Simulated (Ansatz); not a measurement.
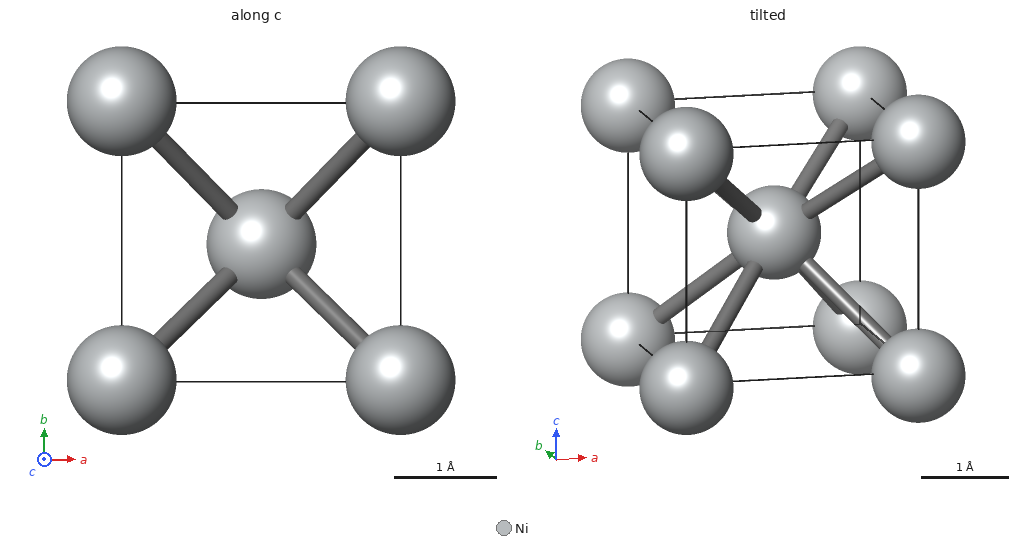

Ball-and-stick representation of a periodic structure, projected along the c axis and slightly off an axis. Thin lines show the unit cell, with boundary atoms drawn in all their periodic places.

Ni, a = 2.76 Å, b = 2.76 Å, c = 2.76 Å, α = 90.00°, β = 90.00°, γ = 90.00°.

Computational set-up: DFT PBEsol, scalar-relativistic, plane waves, PAW in Ansatz 0.2.0, a kinetic-energy cutoff of 420 eV, k-points about 0.19 Å⁻¹ apart, Gaussian smearing of 0.15 eV, collinear spins. The state is ferromagnetic, in a cell of 2 atoms.

### What is the band gap, if any?

A metal: bands cross the Fermi level.

### State the hydrostatic pressure.

The computed pressure is 1.4 GPa (compressed: it would expand).

The structure comes from a structure listed in the Materials Project. The cell was then strained or its atoms displaced on purpose. It went into a calculation with Ansatz.

At this level of theory the run's own cell isn't at rest (forces up to 0.9 eV/Å), so its distances can differ from those at equilibrium, the more so the softer the solid, and its magnetic state may change on relaxation.
